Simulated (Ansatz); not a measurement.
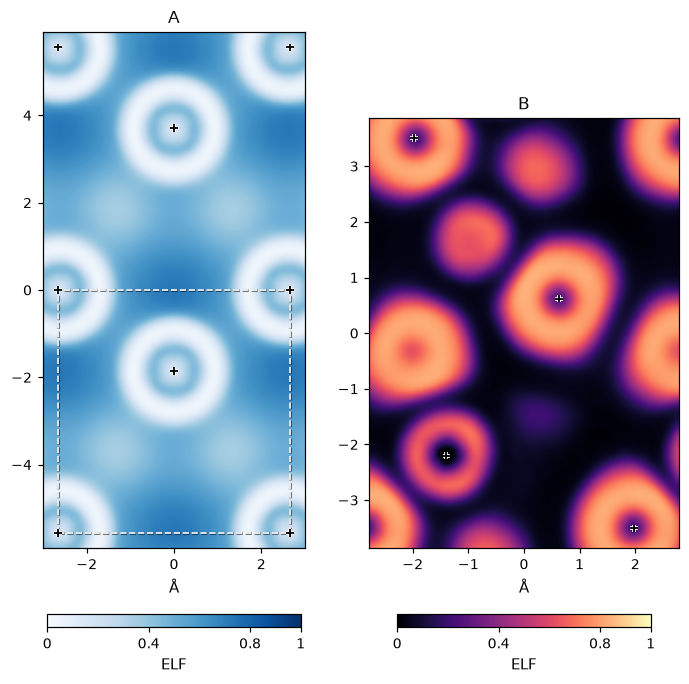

The ELF of 2 systems, each on a plane through atoms (crosses mark nuclei in the plane).

Level of theory: Kohn-Sham DFT of a periodic cell, PBE, Ansatz PAW (Ansatz).

System 1: Mg, the (110) plane of the conventional cell. Space group P6₃/mmc.

```
Mg
1.0
     3.20930    0.00000    0.00000
    -1.60465    2.77934    0.00000
     0.00000    0.00000    5.31451
Mg
2
Direct
  0.66667 0.33333 0.75000
  0.33333 0.66667 0.25000
```

System 2: TiO$_{2}$, the (011) plane of the conventional cell. Space group P2₁/c; a structure from a database of computed crystals, not necessarily the ambient phase.

Which map belongs to which system?

Panel A is system 1, Mg: the plane holds Mg. Panel B is system 2, TiO$_{2}$: the plane holds Ti and O.
